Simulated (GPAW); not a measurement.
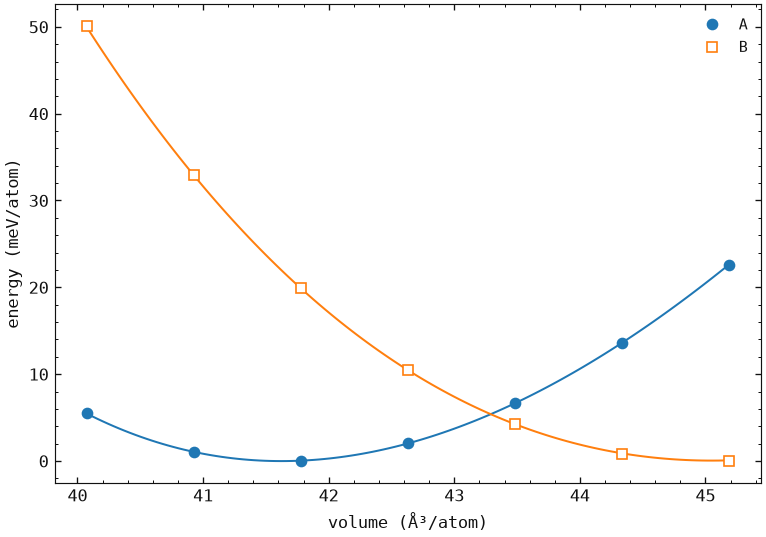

The figure compares two calculations of the energy against volume, each curve from its own zero. The first is for I, space group Cmce (No. 64).

The cell holds 4 atoms.

How it was computed, with GPAW 26.7.0: PAW DFT in plane waves, on a grid or in atomic orbitals, no spin polarisation; energies at scaled volumes of the given cell, shape and fractions fixed, counted from the fit's minimum, third-order Birch-Murnaghan fit. Level: r2SCAN.

- k mesh: 6×6×3
- occupations: Fermi–Dirac
- smearing width: 0.05 eV
- potentials: GPAW PAW data sets (gpaw data 1.2.1)
- wave cutoff: 600 eV
- program settings: basis pw

In the second, the level changes from r2SCAN to LDA.

> Which of A and B is the second calculation, and what did the change do?

A. The equilibrium volume falls from 45.05 to 41.62 Å³/atom (−7.6 %) and the bulk modulus rises from 23.0 to 28.1 GPa (+22 %).

For r2SCAN, limits of the calculation: the fit and the printed pressures don't fully agree, or the minimum lies near the end of the range; shape and atomic fractions are frozen while scaling, which makes layered, chain and framework solids too stiff.

For LDA, limits of the calculation: shape and atomic fractions are frozen while scaling, which makes layered, chain and framework solids too stiff.

V0 and the bulk modulus come from third-order Birch–Murnaghan fits.
